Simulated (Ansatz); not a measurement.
Consider SiGe.

```cif
data_structure
_symmetry_space_group_name_H-M 'P 1'
_symmetry_Int_Tables_number 1
_cell_length_a 5.5440
_cell_length_b 5.5440
_cell_length_c 5.5440
_cell_angle_alpha 90.000
_cell_angle_beta 90.000
_cell_angle_gamma 90.000
_cell_volume 170.40
loop_
_atom_site_label
_atom_site_type_symbol
_atom_site_fract_x
_atom_site_fract_y
_atom_site_fract_z
_atom_site_occupancy
Si1 Si 0.00000 0.75538 0.00000 1
Si2 Si 0.00000 0.24462 0.50000 1
Ge1 Ge 0.50000 0.75576 0.50000 1
Ge2 Ge 0.50000 0.24424 0.00000 1
Si3 Si 0.24462 0.00000 0.25000 1
Ge3 Ge 0.24424 0.50000 0.75000 1
Si4 Si 0.75538 0.00000 0.75000 1
Ge4 Ge 0.75576 0.50000 0.25000 1
```

Space group P4₁22; a generated structure, not necessarily the stable one.

Method: Ansatz, DFT PBEsol, scalar-relativistic, plane waves, PAW.

> What will maps of the valence pseudo-density and electron localisation function show?

Si–Si (2.37 Å): ρ is about 0.56 e/Å³ halfway; the ELF peaks at about 0.95 between the atoms: a shared electron pair.
Si–Ge (2.40 Å): the density is about 0.54 e/Å³ at the midpoint; the ELF peaks at about 0.90 between the atoms; a shared electron pair.
Ge–Ge (2.44 Å): ρ is about 0.51 e/Å³ halfway; the ELF peaks at about 0.75 between the atoms, as expected for localised, covalent bonding.

> Does the calculation give a band gap?

It is gapped, with a Kohn–Sham gap of 0.34 eV on the k-point mesh, an upper bound to the gap of this method.

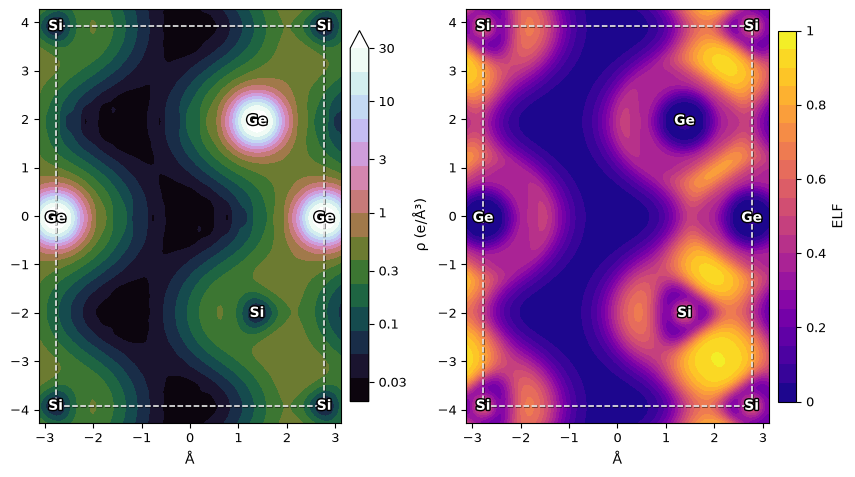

Computed valence pseudo-density and electron localisation function on the (110) plane of the conventional cell, in this order. 

In a PAW calculation such maps are meaningful between the atoms, not at the nuclei.
